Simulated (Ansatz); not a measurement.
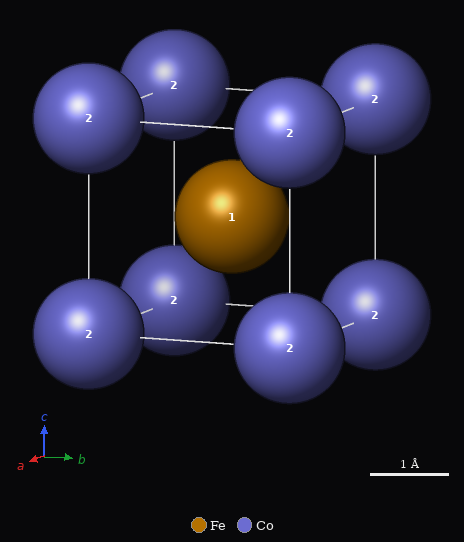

Fig. 1: The structure (spheres-only view of the cell of the calculation, seen slightly off an axis; atoms are numbered from 1 in the order of the input).

**Band-structure calculation, with input and output: FeCo**

The run: band-structure calculation of FeCo (2 atoms in the cell). Method and program: DFT r2SCAN, scalar-relativistic, plane waves, PAW, spin-polarised (Ansatz 0.2.0).

The structure derives from an entry of the Crystallography Open Database. Figures and captions count atoms from 1; the log counts them from 0 in places.

**Input file**
```yaml
crystal:
  lattice:
    - [2.8379341899, 0.0, 0.0]
    - [0.0, 2.8379341899, 0.0]
    - [0.0, 0.0, 2.8379341899]
  atoms:
    - { symbol: Fe, position: [0.5, 0.5, 0.5], spin: 3.4 }
    - { symbol: Co, position: [0.0, 0.0, 0.0], spin: 2.16 }
basis:
  ecutwfc: 500
  ecutrho_ratio: 4
kpoints:
  mp_grid: { grid: [12, 12, 12] }
  band_path:
    path:
      - [[0.0, 0.0, 0.0], [0.0, 0.5, 0.0], [0.5, 0.5, 0.0], [0.0, 0.0, 0.0], [0.5, 0.5, 0.5], [0.0, 0.5, 0.0]]
      - [[0.5, 0.5, 0.5], [0.5, 0.5, 0.0]]
    npoints: 14
hamiltonian:
  xc: r2scan
scf:
  occupations: { method: gaussian, width: 0.05 }
  n_extra_bands: 16
output:
  forces: true
  stress: true
  eigenvalues: true
  populations: true
  dos: { projected: true, de: 0.02, nscf_kmesh: { grid: [18, 18, 18] } }
  bader: true
  write_density: true
  write_potential: true
  elf: true
  volumetric_format: npy
magnetization:
  spin_polarized: true
checkpoint:
  read: start.run
  write: ck
  compress: false
  write_wavefunctions: false
  write_every: 100000
```

Run as:
```bash
ansatz run input.yaml --threads 4 --pin off --max-ram 7168MiB --backend cpu --events-out ev --progress --plain --runs-dir out
```

**The program's output**
```
Warning: checkpoint.read: spin seed differs: saved 00d54c37c0f0…, current 23994c6651db…; the loaded state replaces the seed-built initial guess (but the starting_ns of a DFT+U solve that opens without the state's occupation matrices), so the run may converge into the producing seed's basin, or, where the symmetry group that follows from this deck's starting moments and starting_ns does not hold the saved magnetisation, lose that magnetisation at its first build. Where atoms have moved since the state was saved, this difference can also decide whether moments are moved with them. A self-consistent run of this deck without the state starts from its starting moments and, under a DFT+U term, its starting_ns
scf.n_extra_bands = 16 over 17 filled bands (N_el = 33.0): the run solves 33 bands
Engine: ansatz 0.2.0, aarch64-unknown-linux-gnu
Pseudopotentials: kind: paw
Pseudopotential: Fe, paw, valence charge 16, recommended cutoff 500 eV (meta_gga), Fe.paw.azcp
Pseudopotential: Co, paw, valence charge 17, recommended cutoff 500 eV (meta_gga), Co.paw.azcp
Functional definition: r2SCAN
  parameter k0 = 0.174
  parameter k1 = 0.065
  parameter a1 = 4.9479
  exchange = r2scan_x(k0 = k0, k1 = k1, a1 = a1)
  correlation = r2scan_c
Crystal: 2 atoms, lattice volume = 22.856 Å³
Basis set: ecut = 500 eV, 587 PW (Γ), exchange–correlation on 96×96×96 points (64 copies of the dense FFT grid, shifted against one another)
Bands: 33, of which v1, the nominal top of the filled ones, is band 17 counted from 1 (16 counted from 0)
Symmetry: 48 space group operations
Space group: Pm-3m (ITA 221), of the structure as read, at distance tolerance 2.8e-5 Å
Magnetic group: BNS 221.92 (UNI 1594), of the structure as read, at distance tolerance 2.8e-5 Å
k-points: 84 of 1728
Non-local potential: Fe, projectors of the file, l = 0: 3, l = 1: 2, l = 2: 3, l = 3: 1
Non-local potential: Co, projectors of the file, l = 0: 3, l = 1: 2, l = 2: 3, l = 3: 1
PAW form: soft (Blöchl's): semilocal exchange-correlation on the pseudo side does not see the compensation charge
PAW frozen core: Fe, regenerated for the run's functional (the file was generated under x = pbe(κ = 0.804, μ = 0.2195149727645171), c = pbe(β = 0.06672455060314922))
PAW frozen core: Co, regenerated for the run's functional (the file was generated under x = pbe(κ = 0.804, μ = 0.2195149727645171), c = pbe(β = 0.06672455060314922))
PAW one-centre angular grid: Fe, 590 points (default); XC on 160 Gauss nodes
PAW one-centre angular grid: Co, 590 points (default); XC on 160 Gauss nodes
Initial density: read from a saved state, or passed on in memory by an earlier SCF of this step, an earlier step, the calling program or the single point that the run made first
Stability of the state it starts from, as read at its close in the collinear treatment: not read, because the mixer in use, unlike msr1, does not test its closes by its own steps (another_mixer); its run was given moments
Starting moments: Σ|m| = 5.56 μB on 2 of 2 sites; this step starts from the density that it was given
Initial wavefunctions: pseudopotential atomic-orbital guess
Functional: x = r2scan, c = r2scan; τ floored in thin density (d = 2e-4 eV/Å³)
iter 1 solved again at ethr=2.26e-9 eV; its pass at ethr=3.10e-3 eV (dr2=7.46e-7 eV) is discarded
SCF iter   1: F=—  HF=-9617.887040 eV  |F-HF|=—  |Δ(HF+E_count)|=         —  Δρ=8.21e-7 (↑8.21e-7 ↓5.98e-7)  dr2=2.12e-10  dr2_τ=9.00e-12  dr2_m=1.25e-11  M=4.811 μB ∫|m|=5.344 μB  β_m=1.20  ethr=2.26e-9  ⟨swp⟩=4.2  Hψ=44241  notcnv=0
preconditioner: auto → none  [metal: Δε(μ)=0.027 eV  Ē_g=22.200 eV  σ=0.050 eV  W_gap=0.29  n_scr=6 (ndim 8)  ℏωp=32.0 eV  f_vac=0.000  D(μ)=0.69/eV (n_scr^D=6)]
SCF iter   2: F=-9617.887040 eV  HF=-9617.887040 eV  |F-HF|=3.86e-9  |Δ(HF+E_count)|=   4.36e-8  Δρ=1.05e-6 (↑8.83e-7 ↓1.05e-6)  dr2=2.23e-10  dr2_τ=6.22e-12  dr2_m=7.40e-11  M=4.811 μB ∫|m|=5.344 μB  ethr=1.00e-12  ⟨swp⟩=9.1  Hψ=27032  notcnv=0
SCF 1 converged in 2 iterations: F = -9617.887040 eV  dr2 = 2.23e-10
  greatest PAW one-centre occupation: 1.005 electrons in one spin orbital (limit 2), on the Fe atom at site 0 (counted from 0), in its partial waves of l = 1
this state was not tested for a lower state beside it, because the mixer in use, unlike msr1, does not test its closes by its own steps (another_mixer; see scf.mixing.algorithm and scf.lower_state_search)
NSCF: frozen V_eff on 86 k-points
NSCF: frozen V_eff on 220 k-points
SCF converged after 2 iterations
Magnetization: 4.8107 μB (18.9054 up, 14.0946 down)
Absolute magnetization: 5.3453 μB (∫|ρ↑−ρ↓|, with the PAW one-centre terms)
Spin contamination: 0.1738 ħ² per cell (⟨S²⟩ above its minimum at these occupations)
Per-site moments (μB) at R_I (Å): [(3.089979411110796, 1.0138107798727471), (1.9591315904541402, 1.0138107798727471)]
Free energy (F): -9617.887040 eV
Harris-Foulkes:  -9617.887040 eV  (|F-HF|=3.86e-9)
Internal energy: -9617.886173 eV  (E = F + TS)
E sigma→0 (E₀):  -9617.886606 eV
Entropy (-TS):   -0.000867 eV (-0.433 meV/atom)
Fermi energy:    18.672411 eV
--- Per-component energies (eV) ---
  E_band       = -524.727234
  E_kinetic    = 800.301180
  E_local      = -4982.718286  (includes V_loc(G=0)·N_el)
  E_nonlocal   = 679.913224
  E_hartree    = 2088.612364
  E_xc         = -270.384280
  E_vxc        = -397.236949  (∫ρ·V_xc dr)
  E_paw        = -2903.231183  (= ΣΔE_a)
  E_vpaw       = -828.946044  (= ΣTr[D̂ρ^β])
  E_aug_tail   = 0.000308  (compensation charges beyond the density's cutoff)
  E_vtau       = 26.735125  (kinetic-family band-sum trace: ∫τ·v_τ [+ j·A + Jᵃ·Aᵃ] dr)
  E_ewald      = -5029.794818
  E_core_change = -0.584681  (= ΣΔE_core)
  E_smearing   = -0.000867  (= −TS)
  E_closure    = -0.000000  (closes the sum)
  Σ components = -9617.887040   (vs F -9617.887040, Δ=0.00e0)
--- Forces (eV/Å), atoms counted from 1 ---
  atom   1  Fe     0.00000000     0.00000000     0.00000000
  atom   2  Co    -0.00000000     0.00000000     0.00000000
  max |Σ_I F_I| component: 2.95e-29 eV/Å
--- Stress (GPa, compression-positive) ---
       -0.003515      -0.000000       0.000000
       -0.000000      -0.003515       0.000000
        0.000000       0.000000      -0.003515
  P = ⅓ Tr σ = -0.0035 GPa (-0.035 kbar)
--- Band table (eV; the first three rows and the last of 168) ---
  k-point 0 ↑: bands = ["-82.0344", "-74.7729", "-43.8208", "-43.8208", "-43.8208", "-39.4112", "-39.4112", "-39.4112", "8.9752", "12.2811", "12.2811", "14.6309", "14.6309", "14.6309", "15.6453", "15.6453", "16.9274", "16.9274", "16.9274", "27.7693", "27.7693", "27.7693", "33.3218", "33.3218", "38.2855", "43.4137", "43.4137", "43.4137", "48.6211", "48.6211", "50.4826", "50.4826", "50.4826"]
  k-point 1 ↑: bands = ["-82.0342", "-74.7726", "-43.8232", "-43.8204", "-43.8204", "-39.4156", "-39.4111", "-39.4111", "9.1222", "12.3372", "12.3427", "14.6294", "14.6294", "14.6664", "15.5896", "15.6674", "16.8248", "16.8248", "16.8893", "26.6743", "28.0295", "28.0295", "33.3709", "34.1215", "38.7996", "42.4549", "43.2400", "43.2400", "47.1349", "48.6090", "48.6090", "49.9059", "50.5221"]
  k-point 2 ↑: bands = ["-82.0336", "-74.7718", "-43.8299", "-43.8193", "-43.8193", "-39.4274", "-39.4109", "-39.4109", "9.5539", "12.5017", "12.5123", "14.6302", "14.6302", "14.7703", "15.4258", "15.7325", "16.5526", "16.5526", "16.7782", "24.5398", "28.7728", "28.7728", "33.5221", "35.1807", "40.5520", "40.7395", "42.4316", "42.4316", "44.9405", "47.6544", "47.6544", "50.6440", "52.5950"]
  k-point 83 ↓: bands = ["-78.7763", "-70.0321", "-40.6704", "-40.6704", "-40.6704", "-34.7907", "-34.7907", "-34.7907", "15.5146", "15.5146", "15.5146", "16.0947", "16.0947", "16.0947", "20.1059", "20.1059", "20.7396", "20.7396", "26.9996", "26.9996", "26.9996", "27.4978", "27.4978", "27.4978", "28.8853", "30.5614", "57.9956", "57.9956", "57.9956", "58.0544", "58.0544", "58.0544", "58.7079"]
--- Löwdin populations: 2 sites ---
  site symbol       q [e]    m [muB]
     0     Fe     15.6785     3.1133
     1     Co     16.7758     1.9438
  spilling = 0.016538 (of n_electrons = 33.000000)
--- Bader charges: 2 sites ---
  site symbol  charge [e]  shift [e]    m [muB]
     0     Fe      0.2650     0.0013     3.0204
     1     Co     -0.2650     0.0013     1.7903
  estimated error of the sums over rays = 4.9e-4 e
```

**File bader_charges.tsv**
```
# site	symbol	x_ang	y_ang	z_ang	partial_charge_e	electrons	volume_ang3	relative_density_drop	shared_charge_e	partial_wave_shift_e	spin_moment_mub
# quadrature_error_electrons = 4.9e-4
0	Fe	1.4190	1.4190	1.4190	0.26499	25.73501	10.93	-	0.26499	0.00131	3.02038
1	Co	0.0000	0.0000	0.0000	-0.26499	27.26499	11.93	-	-0.26499	0.00131	1.79032
```

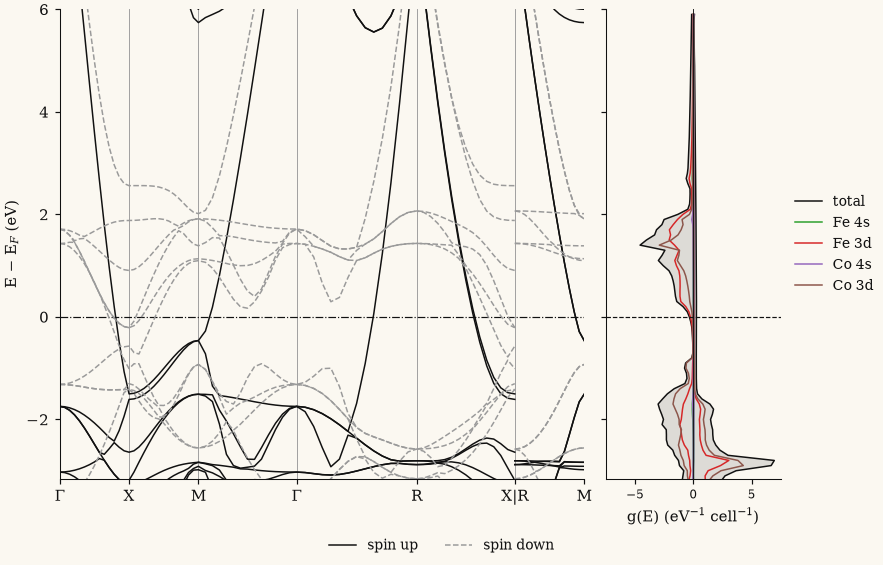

Fig. 2: Band structure along Γ–X–M–Γ–R–X|R–M and density of states (projected on Löwdin-orthogonalised atomic shells), with energies from the Fermi level. Bands cross the Fermi level: a metal at this level of theory.

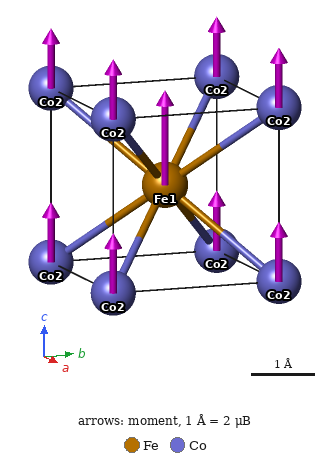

Fig. 3: Magnetic moments of the sites as pink arrows (ball-and-stick view of the cell of the calculation, seen slightly off an axis; atoms are numbered from 1 in the order of the input); small moments hardly show. The run is collinear, so the axis drawn is arbitrary. Site moments: Fe1 (3.09 μB); Co2 (1.96 μB). They are counted near the atoms and needn't add up to the moment of the cell.

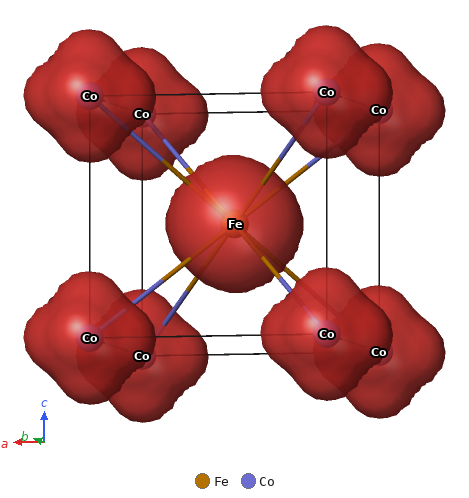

Fig. 4: Isosurfaces of the spin density (up minus down) at +0.3 (red) and −0.3 e/Å³ (blue), seen at an oblique angle. Sticks mark near contacts. The outline is the cell set on symmetry axes. The cell of the calculation (2 atoms) carries 4.8 μB net. Only one sign reaches the isovalue. Core electrons are frozen (PAW), so the fields are smoothed inside the atomic spheres.

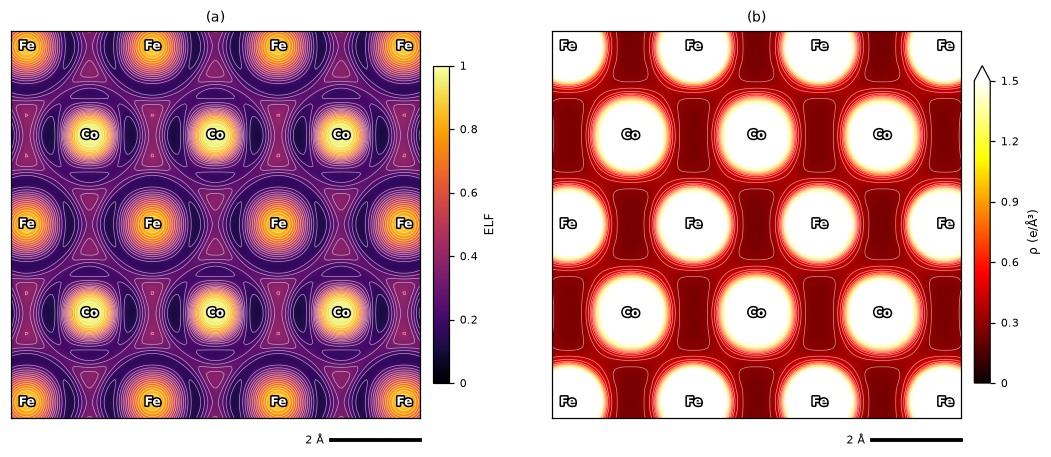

Fig. 5: (a) electron localisation function; (b) valence pseudo-density on the (011̄) plane of the conventional cell. Fe–Co (2.46 Å): ρ is about 0.35 e/Å³ halfway; the ELF is about 0.25 at the midpoint (no localised pair between them). Away from the nuclei the density in this plane falls to 0.24 e/Å³ at its lowest. The strong features right at Fe and Co lie inside the PAW spheres (semicore, d or f shells) and say nothing about bonding.

**Results in brief**

```csv
quantity,value
outcome,converged
space group (tolerance 0.01 Å),Pm-3m (221)
electrons treated,33
free energy,−9617.8870 eV
Fermi energy,18.672 eV
gap on the k-point mesh,none (metallic)
net moment of the cell,4.81 μB
integrated absolute moment,5.35 μB
pressure,0.00 GPa
largest force (length of the vector),under 0.001 eV/Å
hardware,"4 threads of Arm Neoverse V2, 24 GiB of memory available, shared host"
wall time,13 s (CPU time 50 s)
peak memory,0.5 GiB
```

**Remarks**

The program warns: the state was not tested for a lower one.
